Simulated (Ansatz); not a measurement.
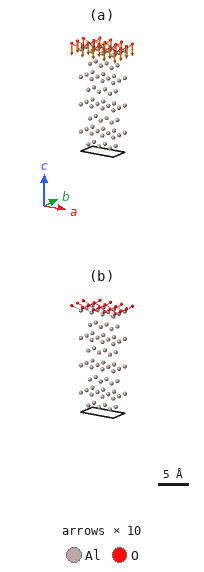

The structure of a slab of composition Al$_{8}$O (cut from the P6_3/mmc phase) before (top) and after (bottom) a constrained relaxation, at one scale. The orange arrows give the displacements, magnified 10 times.

A ball-and-stick model of the 3 × 2 repeat of the cell, outlined in the plane, without the vacuum, seen slightly off an axis.

Case: O put at a hollow Al-Al-Al site. The slab is the (0 0 1) face of Al with O on it. 4 atoms are held fixed.

Theory: Ansatz 0.2.0, DFT PBEsol, scalar-relativistic, plane waves, PAW.

Input
```yaml
crystal:
  lattice:
    - [2.8362844922, 0.0, 0.0]
    - [-1.4181422461, 2.4562944226, 0.0]
    - [0.0, 0.0, 35.3137615421]
  atoms:
    - { symbol: Al, position: [0.3333333333, 0.6666666667, 0.2406993656] }
    - { symbol: Al, position: [0.0, 0.0, 0.3066945262] }
    - { symbol: Al, position: [0.6666666667, 0.3333333333, 0.3726896867] }
    - { symbol: Al, position: [0.0, 0.0, 0.4386848473] }
    - { symbol: Al, position: [0.3333333333, 0.6666666667, 0.5041562492] }
    - { symbol: Al, position: [0.0, 0.0, 0.5704373706] }
    - { symbol: Al, position: [0.6666666667, 0.3333333333, 0.6367922409] }
    - { symbol: Al, position: [0.0, 0.0, 0.7041304592] }
    - { symbol: O, position: [0.3333333333, 0.6666666667, 0.7301826258] }
basis:
  ecutwfc: 420
kpoints:
  mp_grid: { grid: [12, 12, 1] }
hamiltonian:
  xc: pbesol
scf:
  occupations: { method: gaussian, width: 0.1 }
output:
  forces: true
  eigenvalues: true
  write_density: true
  write_potential: true
  elf: true
  volumetric_format: npy
relax:
  adjacent_minimum: "off"
  f_tol: 0.03
  max_steps: 70
  constraints: [{ sites: [0, 1, 2, 3] }]
efield:
  axis: 3
  dipole_correction: true
  ramp_width: 0.04
```

Launched with:
```bash
ansatz run input.yaml --threads 2 --pin off --max-ram 5120MiB --backend cpu --events-out ev --progress --plain --runs-dir out
```

What changed between the two?

The atom that moves furthest is O9 (0.21 Å along the normal (−c)). By element the largest moves are O 0.21 Å, Al 0.03 Å. The cell doesn't change. Some distances before and after: Al8–O9 1.878 → 1.792 Å. Bond angles that change, for instance: Al8–O9–Al8 98.1° → 104.6°, O9–Al8–O9 98.1° → 104.6°. The energy falls by 0.295 eV per cell of the calculation in 3 accepted moves (4 points after the start). The largest force component goes from 3 to 0.013 eV/Å. 1 step only repeated the SCF at the same geometry.

Limits of the set-up: the periodic images lie only 2.8 Å apart, so the values are limited by the cell's size.
